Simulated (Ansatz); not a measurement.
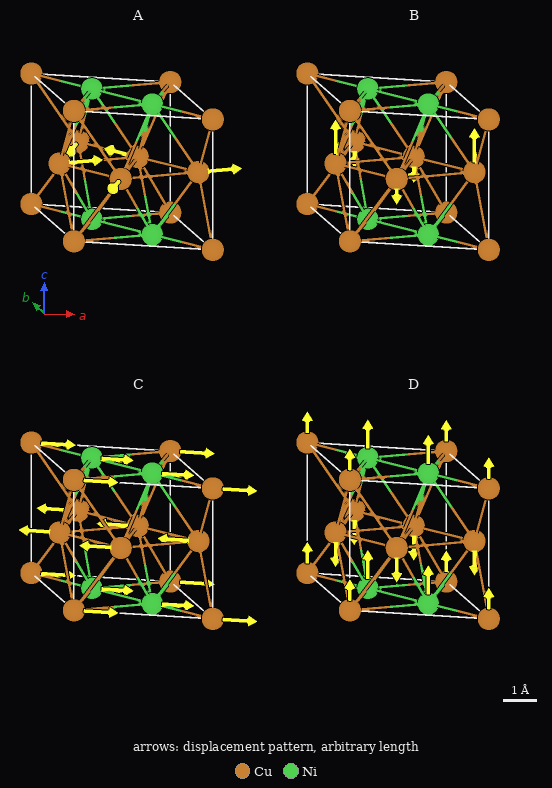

Four optical modes of solid Cu2Ni (a generated structure) at the zone centre, in no order (one member of each degenerate set). The yellow arrows give the relative displacements of the atoms. A ball-and-stick model of the cell of the calculation, seen slightly off an axis.

All numbers below come from Ansatz 0.2.0, DFT PBE, scalar-relativistic, plane waves, PAW. Set-up: plane-wave cutoff 420 eV; k-point mesh 12 × 12 × 10; occupations fermi dirac; smearing width 0.15 eV; no spin polarisation.

The frequencies depend somewhat on the k-mesh and the smearing.

> Order them from the lowest to the highest frequency (imaginary ones first).

C (112 cm⁻¹), B (172 cm⁻¹), A (221 cm⁻¹), D (260 cm⁻¹). C, E′: The Cu (1a) and Ni sublattices move against the Cu (3g) sublattice, along a; the kinetic energy is shared as Cu 68 %, Ni 32 %. B, E″: The Cu (1a) and Ni atoms stay at rest; all motion is along c; atoms of one kind move against one another, with no net shift of their sublattice. A, A₂′: The Cu (1a) and Ni atoms stay at rest; atoms of one kind move against one another, with no net shift of their sublattice. D, A₂″: The Ni and Cu (1a) sublattices move against the Cu (3g) sublattice, along c; the kinetic energy is shared as Cu 61 %, Ni 39 %. The crystal is metallic in this run.
